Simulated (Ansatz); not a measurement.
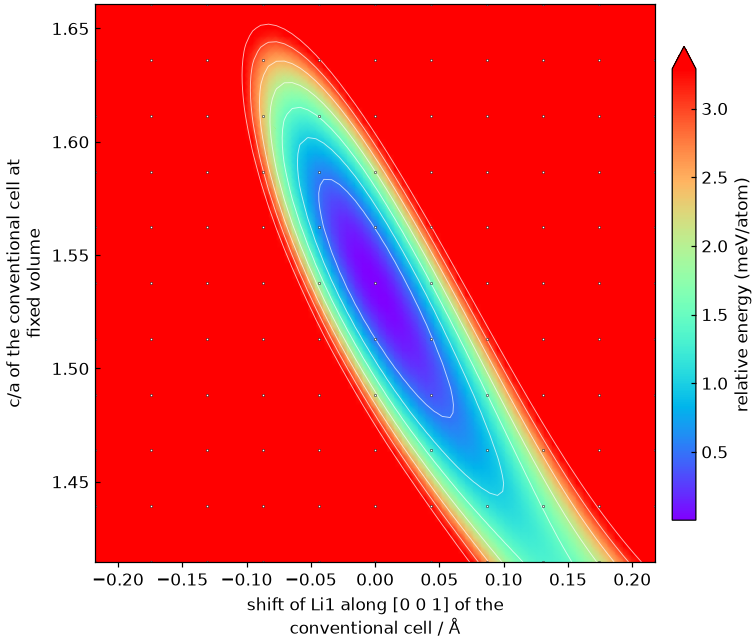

LiF (P6_3mc, No. 186; 4 atoms in the cell). The energy is mapped over a free internal coordinate and the cell. First axis: shift of Li1 along [0 0 1] of the conventional cell, Cartesian (0 0 1), its symmetry partners moved as symmetry demands (measured in the relaxed cell). Second axis: c/a of the conventional cell at fixed volume. Nothing is relaxed (all other coordinates fixed). The grid has 11 × 11 points. Points are written as (first, second). All energies are given in meV/atom relative to the lowest grid point. The calculation used DFT LDA, scalar-relativistic, plane waves, PAW (Ansatz). Settings: cutoff 520 eV, k-mesh 9×9×6 in the order of the run's cell vectors, gaussian smearing 0.05 eV, no spin polarisation.

The picture shows a smooth colour map with a few white contour lines, dots at the grid points, one colour for all values above the top of the scale. Between grid points the surface is interpolated.

Estimate the position of the minimum and the force constants in these coordinates.

The interpolated minimum is at the first coordinate ≈ 0.000 Å, the second coordinate ≈ 1.538. The curvatures there are about 6.9 eV/Å² and 6.8 eV, with a cross term of about 6 eV/Å (per cell of 4 atoms). Round the minimum the valley is strongly tilted: raising the first coordinate shifts the best value of the second coordinate downwards (coupling k₁₂/√(k₁₁k₂₂) about 0.9).
